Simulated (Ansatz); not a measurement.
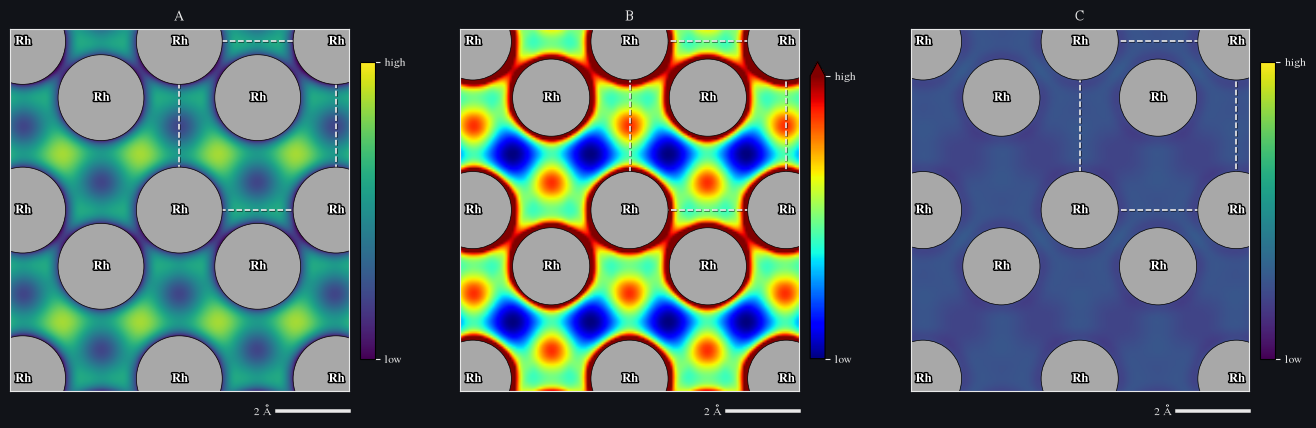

Rh: 3 fields on the (110) plane of the conventional cell, with unlabelled colour scales. Grey discs cover the atomic cores.

Space group P6₃/mmc; a structure from a database of computed crystals, not necessarily the ambient phase; computed without spin polarisation.

Theory: DFT PBE, scalar-relativistic, plane waves, PAW in Ansatz.

Q: The panels show electron localisation function, electrostatic potential energy of an electron and valence pseudo-density in some order. Assign them.

A: Panel A: electrostatic potential energy of an electron (low next to the atoms, rising into the space between them). Panel B: valence pseudo-density. Panel C: electron localisation function. From the grid: Rh–Rh (2.70 Å): ρ is about 0.37 e/Å³ halfway; the ELF is about 0.30 at the midpoint; no shared electron pair shows on this line.
